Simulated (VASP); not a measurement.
# Run report: Ca, geometry relaxation (part 2 of 2)

Ca (slab, 4 atoms in the cell); Kohn-Sham DFT of a periodic cell, RPBE, VASP PAW PBE potentials, recommended, no spin polarisation (VASP 6.6.1); cutoff 520 eV, 7×7×1 k-mesh, Gaussian smearing of 0.05 eV. The structure derives from a Materials Project entry. It belongs to a series of runs on one base structure; here: the (1 0 1) slab of Ca, cut from the database cell, not relaxed.

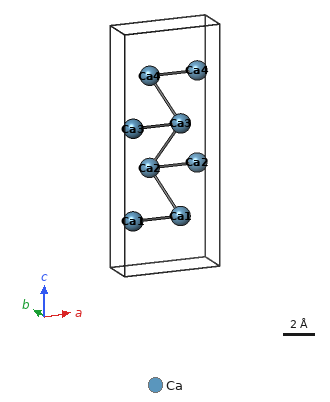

The geometry at step 2 of the log (ball-and-stick view of the 2 × 1 repeat of the cell, with the vacuum cut short, seen slightly off an axis; atoms are numbered from 1 in the order of the input).

### Parts of OUTCAR, continued
```
 -----------------------------------------------------------------------------------
      1.28541      0.91080      7.50000        -0.000011     -0.000008      0.065571
      3.83526      2.71754     10.61218        -0.000031     -0.000022     -0.113691
      1.30639      0.92566     13.72437        -0.000031     -0.000022      0.113649
      3.85624      2.73240     16.83655         0.000072      0.000051     -0.065529
 -----------------------------------------------------------------------------------
    total drift:                               -0.000461     -0.000327      0.000060

  FREE ENERGIE OF THE ION-ELECTRON SYSTEM (eV)
  ---------------------------------------------------
  free  energy   TOTEN  =        -6.1739986326 eV

  energy  without entropy=       -6.1582336441  energy(sigma->0) =       -6.16611614

--------------------------------------- Ionic step        2  -------------------------------------------

 number of electron      39.9999998 magnetization

------------------------ aborting loop because EDIFF is reached ----------------------------------------

  FORCE on cell =-STRESS in cart. coord.  units (eV):
  Direction    XX          YY          ZZ          XY          YZ          ZX
  --------------------------------------------------------------------------------------
  -------------------------------------------------------------------------------------
  Total        0.8804186      0.6670387     -0.2881428      0.3036415     -0.0005305     -0.0007487
  in kB        4.2227268      3.1992991     -1.3820112      1.4563471     -0.0025444     -0.0035909
  external PRESSURE =       2.0133382 kB  Pullay stress =       0.0000000 kB

 VOLUME and BASIS-vectors are now :
 -----------------------------------------------------------------------------
  energy-cutoff  :      520.00
  volume of cell :      334.05
      direct lattice vectors                 reciprocal lattice vectors
     3.814285987  0.000000000  0.000000000     0.262172266 -0.092118963  0.000000000
     1.264435932  3.598607976  0.000000000     0.000000000  0.277885229  0.000000000
     0.000000000  0.000000000 24.336549309     0.000000000  0.000000000  0.041090460

 POSITION                                       TOTAL-FORCE (eV/Angst)
 -----------------------------------------------------------------------------------
      1.28541      0.91080      7.50000        -0.000010     -0.000007      0.066586
      3.83526      2.71754     10.61218        -0.000039     -0.000027     -0.109731
      1.30639      0.92566     13.72985        -0.000020     -0.000014      0.101911
      3.85625      2.73240     16.83339         0.000069      0.000049     -0.058766
 -----------------------------------------------------------------------------------
    total drift:                               -0.000471     -0.000333     -0.000059

  FREE ENERGIE OF THE ION-ELECTRON SYSTEM (eV)
  ---------------------------------------------------
  free  energy   TOTEN  =        -6.1747869572 eV

  energy  without entropy=       -6.1590513197  energy(sigma->0) =       -6.16691914

--------------------------------------- Ionic step        3  -------------------------------------------

 number of electron      39.9999998 magnetization

------------------------ aborting loop because EDIFF is reached ----------------------------------------

  FORCE on cell =-STRESS in cart. coord.  units (eV):
  Direction    XX          YY          ZZ          XY          YZ          ZX
  --------------------------------------------------------------------------------------
  -------------------------------------------------------------------------------------
  Total        0.8912764      0.6819376     -0.2729406      0.2978910     -0.0004738     -0.0006687
  in kB        4.2748039      3.2707582     -1.3090971      1.4287663     -0.0022724     -0.0032070
  external PRESSURE =       2.0788217 kB  Pullay stress =       0.0000000 kB

 VOLUME and BASIS-vectors are now :
 -----------------------------------------------------------------------------
  energy-cutoff  :      520.00
  volume of cell :      334.05
      direct lattice vectors                 reciprocal lattice vectors
     3.814285987  0.000000000  0.000000000     0.262172266 -0.092118963  0.000000000
     1.264435932  3.598607976  0.000000000     0.000000000  0.277885229  0.000000000
     0.000000000  0.000000000 24.336549309     0.000000000  0.000000000  0.041090460

 POSITION                                       TOTAL-FORCE (eV/Angst)
 -----------------------------------------------------------------------------------
      1.28541      0.91080      7.50000        -0.000010     -0.000007      0.068901
      3.83526      2.71754     10.61218        -0.000069     -0.000049     -0.098145
      1.30639      0.92566     13.74630         0.000025      0.000018      0.066864
      3.85626      2.73241     16.82390         0.000054      0.000039     -0.037620
 -----------------------------------------------------------------------------------
    total drift:                               -0.000471     -0.000334      0.000358

  FREE ENERGIE OF THE ION-ELECTRON SYSTEM (eV)
  ---------------------------------------------------
  free  energy   TOTEN  =        -6.1766360105 eV

  energy  without entropy=       -6.1609930275  energy(sigma->0) =       -6.16881452

--------------------------------------- Ionic step        4  -------------------------------------------

 number of electron      39.9999998 magnetization

------------------------ aborting loop because EDIFF is reached ----------------------------------------

  FORCE on cell =-STRESS in cart. coord.  units (eV):
  Direction    XX          YY          ZZ          XY          YZ          ZX
  --------------------------------------------------------------------------------------
  -------------------------------------------------------------------------------------
  Total        0.9088907      0.7154099     -0.2285565      0.2753250     -0.0004450     -0.0006281
  in kB        4.3592870      3.4313003     -1.0962191      1.3205336     -0.0021345     -0.0030125
  external PRESSURE =       2.2314561 kB  Pullay stress =       0.0000000 kB

 VOLUME and BASIS-vectors are now :
 -----------------------------------------------------------------------------
  energy-cutoff  :      520.00
  volume of cell :      334.05
      direct lattice vectors                 reciprocal lattice vectors
     3.814285987  0.000000000  0.000000000     0.262172266 -0.092118963  0.000000000
     1.264435932  3.598607976  0.000000000     0.000000000  0.277885229  0.000000000
     0.000000000  0.000000000 24.336549309     0.000000000  0.000000000  0.041090460

 POSITION                                       TOTAL-FORCE (eV/Angst)
 -----------------------------------------------------------------------------------
      1.28541      0.91080      7.50000        -0.000020     -0.000014      0.074084
      3.83526      2.71754     10.61218        -0.000113     -0.000080     -0.075527
      1.30638      0.92565     13.77919         0.000116      0.000082     -0.008996
      3.85628      2.73243     16.80494         0.000018      0.000013      0.010440
 -----------------------------------------------------------------------------------
    total drift:                               -0.000461     -0.000326      0.000221

  FREE ENERGIE OF THE ION-ELECTRON SYSTEM (eV)
  ---------------------------------------------------
  free  energy   TOTEN  =        -6.1778708566 eV

  energy  without entropy=       -6.1623906475  energy(sigma->0) =       -6.17013075

 dipolmoment           0.000000      0.000000      0.000079 electrons x Angstroem

--------------------------------------- Ionic step        5  -------------------------------------------

 number of electron      39.9999998 magnetization

 dipolmoment           0.000000      0.000000     -0.001998 electrons x Angstroem

 Free energy of the ion-electron system (eV)
  ---------------------------------------------------
  ext. energy  EPLUGINS =         0.00000000
  ---------------------------------------------------
  free energy    TOTEN  =        -6.17790506 eV

  energy without entropy =       -6.16240523  energy(sigma->0) =       -6.17015514

 E-fermi :  -0.1637     XC(G=0):  -4.5801     alpha+bet : -3.5824

 val. band max:       -0.1689166626   @ k =  -0.4286   0.1429   0.0000
 cond. band min:      -0.1569362046   @ k =  -0.4286   0.4286   0.0000
 fundamental gap:      0.0119804580
 Fermi energy:        -0.1636771790

 k-point     1 :       0.0000    0.0000    0.0000
  band No.  band energies     occupation
      1     -42.8373      2.00000
      2     -42.8002      2.00000
      3     -42.4208      2.00000
      4     -42.3775      2.00000
      5     -23.8165      2.00000
      6     -23.7842      2.00000
      7     -23.6782      2.00000
      8     -23.6732      2.00000
      9     -23.6437      2.00000
     10     -23.6357      2.00000
     11     -23.3700      2.00000
     12     -23.2983      2.00000
     13     -23.2978      2.00000
     14     -23.2839      2.00000
     15     -23.2541      2.00000
     16     -23.2409      2.00000
     17      -4.0508      2.00000
     18      -3.5404      2.00000
     19      -2.6957      2.00000
     20      -1.7028      2.00000
     21      -0.2263      1.92337
     22       0.2072      0.00000
     23       0.7432      0.00000
     24       1.1461      0.00000

 k-point     2 :       0.1429    0.0000    0.0000
  band No.  band energies     occupation
      1     -42.8361      2.00000
      2     -42.7989      2.00000
      3     -42.4195      2.00000
      4     -42.3763      2.00000
      5     -23.8143      2.00000
      6     -23.7820      2.00000
      7     -23.6938      2.00000
      8     -23.6761      2.00000
      9     -23.6583      2.00000
     10     -23.6397      2.00000
     11     -23.3666      2.00000
     12     -23.3148      2.00000
     13     -23.2950      2.00000
     14     -23.2889      2.00000
     15     -23.2662      2.00000
     16     -23.2466      2.00000
     17      -3.7825      2.00000
     18      -3.2788      2.00000
     19      -2.4440      2.00000
     20      -1.4565      2.00000
     21      -0.1529      0.76155
     22       0.3173      0.00000
     23       0.8017      0.00000
     24       1.0358      0.00000

 k-point     3 :       0.2857   -0.0000    0.0000
  band No.  band energies     occupation
      1     -42.8332      2.00000
      2     -42.7961      2.00000
      3     -42.4166      2.00000
      4     -42.3735      2.00000
      5     -23.8095      2.00000
      6     -23.7771      2.00000
      7     -23.7338      2.00000
      8     -23.6982      2.00000
      9     -23.6774      2.00000
     10     -23.6415      2.00000
     11     -23.3614      2.00000
     12     -23.3507      2.00000
     13     -23.3070      2.00000
     14     -23.2978      2.00000
     15     -23.2860      2.00000
     16     -23.2489      2.00000
     17      -3.0200      2.00000
     18      -2.5450      2.00000
     19      -1.7537      2.00000
     20      -0.8005      2.00000
     21       0.0510      0.00000
     22       0.3241      0.00000
     23       0.5716      0.00000
     24       0.7260      0.00000

 k-point     4 :       0.4286   -0.0000    0.0000
  band No.  band energies     occupation
      1     -42.8309      2.00000
      2     -42.7938      2.00000
      3     -42.4142      2.00000
      4     -42.3713      2.00000
      5     -23.8058      2.00000
      6     -23.7732      2.00000
      7     -23.7657      2.00000
      8     -23.7302      2.00000
      9     -23.6782      2.00000
     10     -23.6424      2.00000
     11     -23.3840      2.00000
     12     -23.3608      2.00000
     13     -23.3249      2.00000
     14     -23.3066      2.00000
     15     -23.2846      2.00000
     16     -23.2496      2.00000
     17      -1.8944      2.00000
     18      -1.5135      2.00000
     19      -0.9210      2.00000
     20      -0.6572      2.00000
     21      -0.1538      0.77908
     22       0.0514      0.00000
     23       0.2626      0.00000
     24       0.3613      0.00000

 k-point     5 :       0.1429    0.1429    0.0000
  band No.  band energies     occupation
      1     -42.8351      2.00000
      2     -42.7980      2.00000
      3     -42.4185      2.00000
      4     -42.3753      2.00000
      5     -23.8130      2.00000
      6     -23.7807      2.00000
      7     -23.6945      2.00000
      8     -23.6871      2.00000
      9     -23.6571      2.00000
     10     -23.6527      2.00000
     11     -23.3656      2.00000
     12     -23.3074      2.00000
     13     -23.3064      2.00000
     14     -23.2949      2.00000
     15     -23.2630      2.00000
     16     -23.2622      2.00000
     17      -3.6926      2.00000
     18      -3.1899      2.00000
     19      -2.3611      2.00000
     20      -1.3825      2.00000
     21      -0.1479      0.65490
     22       0.3658      0.00000
     23       0.8855      0.00000
     24       1.3895      0.00000

 [... the levels of 10 k-points are left out ...]

 k-point    16 :      -0.4286    0.4286    0.0000
  band No.  band energies     occupation
      1     -42.8259      2.00000
      2     -42.7887      2.00000
      3     -42.4091      2.00000
      4     -42.3660      2.00000
      5     -23.7986      2.00000
      6     -23.7789      2.00000
      7     -23.7659      2.00000
      8     -23.7417      2.00000
      9     -23.7266      2.00000
     10     -23.6924      2.00000
     11     -23.3920      2.00000
     12     -23.3492      2.00000
     13     -23.3466      2.00000
     14     -23.3461      2.00000
     15     -23.3009      2.00000
     16     -23.2883      2.00000
     17      -0.7319      2.00000
     18      -0.3442      2.00000
     19      -0.2451      1.97877
     20      -0.2034      1.73842
     21      -0.1569      0.84879
     22      -0.0717      0.00925
     23      -0.0699      0.00798
     24       0.8508      0.00000

------------------------ aborting loop because EDIFF is reached ----------------------------------------

 vacuum level on the upper side and lower side of the slab       (xc-potential included)        -0.322        -0.282

  FORCE on cell =-STRESS in cart. coord.  units (eV):
  Direction    XX          YY          ZZ          XY          YZ          ZX
  --------------------------------------------------------------------------------------
  -------------------------------------------------------------------------------------
  Total        0.9064811      0.7101613     -0.2362950      0.2793649     -0.0004530     -0.0006393
  in kB        4.3477300      3.4061268     -1.1333350      1.3399101     -0.0021726     -0.0030661
  external PRESSURE =       2.2068406 kB  Pullay stress =       0.0000000 kB

 VOLUME and BASIS-vectors are now :
 -----------------------------------------------------------------------------
  energy-cutoff  :      520.00
  volume of cell :      334.05
      direct lattice vectors                 reciprocal lattice vectors
     3.814285987  0.000000000  0.000000000     0.262172266 -0.092118963  0.000000000
     1.264435932  3.598607976  0.000000000     0.000000000  0.277885229  0.000000000
     0.000000000  0.000000000 24.336549309     0.000000000  0.000000000  0.041090460

 POSITION                                       TOTAL-FORCE (eV/Angst)
 -----------------------------------------------------------------------------------
      1.28541      0.91080      7.50000        -0.000020     -0.000014      0.073297
      3.83526      2.71754     10.61218        -0.000109     -0.000077     -0.078595
      1.30638      0.92566     13.77442         0.000097      0.000069      0.002210
      3.85627      2.73242     16.80769         0.000031      0.000022      0.003088
 -----------------------------------------------------------------------------------
    total drift:                               -0.000457     -0.000324     -0.000036

  FREE ENERGIE OF THE ION-ELECTRON SYSTEM (eV)
  ---------------------------------------------------
  free  energy   TOTEN  =        -6.1779050580 eV

  energy  without entropy=       -6.1624052277  energy(sigma->0) =       -6.17015514

 reached required accuracy - stopping structural energy minimisation

 vacuum level on the upper side and lower side of the slab         2.294         2.333
```

### CONTCAR
```
Ca
   1.00000000000000
     3.8142859871999999    0.0000000000000000    0.0000000000000000
     1.2644359324000001    3.5986079759999998    0.0000000000000000
     0.0000000000000000    0.0000000000000000   24.3365493089999987
  Ca
     4
Selective dynamics
Direct
     0.2530979531000028    0.2530979531000028    0.3081784482000032   F   F   F
     0.7551632552000029    0.7551632552000029    0.4360594827000028   F   F   F
     0.2572259060339696    0.2572259060339696    0.5659974251061216   T   T   T
     0.7593001290682800    0.7593001290682800    0.6906355563543882   T   T   T

  0.00000000E+00  0.00000000E+00  0.00000000E+00
  0.00000000E+00  0.00000000E+00  0.00000000E+00
  0.00000000E+00  0.00000000E+00  0.00000000E+00
  0.00000000E+00  0.00000000E+00  0.00000000E+00
```

### Trajectory as extended XYZ (Å, eV, eV/Å), 5 frames, from step=0 to step=4
```
4
Lattice="3.8143 0.0000 0.0000 1.2644 3.5986 0.0000 0.0000 0.0000 24.3365" Properties=species:S:1:pos:R:3:forces:R:3 step=0 energy=-6.17400
Ca    1.2854    0.9108    7.5000    0.0000   0.0000   0.0656
Ca    3.8353    2.7175   10.6122    0.0000   0.0000  -0.1137
Ca    1.3064    0.9257   13.7244    0.0000   0.0000   0.1136
Ca    3.8562    2.7324   16.8365    0.0001   0.0001  -0.0655
4
Lattice="3.8143 0.0000 0.0000 1.2644 3.5986 0.0000 0.0000 0.0000 24.3365" Properties=species:S:1:pos:R:3:forces:R:3 step=1 energy=-6.17479
Ca    1.2854    0.9108    7.5000    0.0000   0.0000   0.0666
Ca    3.8353    2.7175   10.6122    0.0000   0.0000  -0.1097
Ca    1.3064    0.9257   13.7298    0.0000   0.0000   0.1019
Ca    3.8562    2.7324   16.8334    0.0001   0.0000  -0.0588
4
Lattice="3.8143 0.0000 0.0000 1.2644 3.5986 0.0000 0.0000 0.0000 24.3365" Properties=species:S:1:pos:R:3:forces:R:3 step=2 energy=-6.17664
Ca    1.2854    0.9108    7.5000    0.0000   0.0000   0.0689
Ca    3.8353    2.7175   10.6122   -0.0001   0.0000  -0.0981
Ca    1.3064    0.9257   13.7463    0.0000   0.0000   0.0669
Ca    3.8563    2.7324   16.8239    0.0001   0.0000  -0.0376
4
Lattice="3.8143 0.0000 0.0000 1.2644 3.5986 0.0000 0.0000 0.0000 24.3365" Properties=species:S:1:pos:R:3:forces:R:3 step=3 energy=-6.17787
Ca    1.2854    0.9108    7.5000    0.0000   0.0000   0.0741
Ca    3.8353    2.7175   10.6122   -0.0001  -0.0001  -0.0755
Ca    1.3064    0.9257   13.7792    0.0001   0.0001  -0.0090
Ca    3.8563    2.7324   16.8049    0.0000   0.0000   0.0104
4
Lattice="3.8143 0.0000 0.0000 1.2644 3.5986 0.0000 0.0000 0.0000 24.3365" Properties=species:S:1:pos:R:3:forces:R:3 step=4 energy=-6.17791
Ca    1.2854    0.9108    7.5000    0.0000   0.0000   0.0733
Ca    3.8353    2.7175   10.6122   -0.0001  -0.0001  -0.0786
Ca    1.3064    0.9257   13.7744    0.0001   0.0001   0.0022
Ca    3.8563    2.7324   16.8077    0.0000   0.0000   0.0031
```

This output came from the following input.

### INCAR
```
  ALGO = Normal
  DIPOL = 0.5 0.5 0.500
  EDIFF = 1E-7
  EDIFFG = -0.005
  ENCUT = 520
  GGA = RP
  IBRION = 2
  IDIPOL = 3
  ISIF = 2
  ISMEAR = 0
  LASPH = True
  LCHARG = False
  LDIPOL = True
  LREAL = False
  LWAVE = False
  NELM = 80
  NSW = 40
  PREC = Accurate
  SIGMA = 0.05
```

### KPOINTS
```
k-points
0
Gamma
  7 7 1
```

### POSCAR
```
Ca
1.0
    3.8142859872      0.0000000000      0.0000000000
    1.2644359324      3.5986079760      0.0000000000
    0.0000000000      0.0000000000     24.3365493090
Ca
4
Selective dynamics
Direct
    0.2530979531      0.2530979531      0.3081784482  F F F
    0.7551632552      0.7551632552      0.4360594827  F F F
    0.2572285573      0.2572285573      0.5639405173  T T T
    0.7592938594      0.7592938594      0.6918215518  T T T
```

Launch command:
```bash
cat potpaw_PBE.64/Ca_sv/POTCAR > POTCAR
mpirun -np 1 vasp_std > vasp.out
```

### Results in brief

```tsv
quantity	value
outcome	converged
electrons treated	40
free energy	−6.1779 eV
Fermi energy	−0.164 eV
gap on the k-point mesh	none (metallic)
final volume	334.05 Å³
largest force (length of the vector) at the end, held atoms and coordinates included	0.079 eV/Å
hardware	1 thread of Intel Xeon @ 2.50GHz (Skylake/Cascade Lake), 144 GiB of memory available, shared host
wall time	13 min
peak memory	0.44 GiB
```
